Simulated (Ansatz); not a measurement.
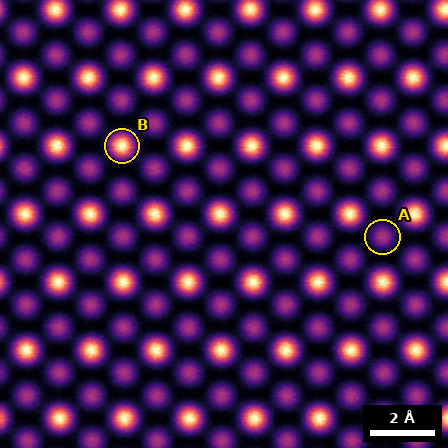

Dark-field STEM-like image of C (P6_3/mmc, No. 194) along [201]. Simulated incoherent Z contrast: every atom adds Z^1.8 spread by a probe of 0.67 Å full width; channelling and multiple scattering are left out. The probe carries 25 % of its weight in a tail 2.5 times as wide. Shot noise and a slight drift were added. Model: the geometry relaxed with DFT PBEsol, scalar-relativistic, plane waves, PAW in Ansatz.

```cif
data_structure
_symmetry_space_group_name_H-M 'P6_3/mmc'
_symmetry_Int_Tables_number 194
_cell_length_a 2.4588
_cell_length_b 2.4588
_cell_length_c 7.1913
_cell_angle_alpha 90.000
_cell_angle_beta 90.000
_cell_angle_gamma 120.000
_cell_volume 37.65
loop_
_atom_site_label
_atom_site_type_symbol
_atom_site_symmetry_multiplicity
_atom_site_Wyckoff_symbol
_atom_site_fract_x
_atom_site_fract_y
_atom_site_fract_z
_atom_site_occupancy
C1 C 2 b 0.00000 0.00000 0.25000 1
C2 C 2 c 0.33333 0.66667 0.25000 1
```

Q: What lies under each ring?

A: C (1 C per 8.71 Å along the beam; about 45 % of the brightest peak). B: C (2 C per 8.71 Å along the beam; the brightest kind). Brightness is counted from the darkest point of the image.
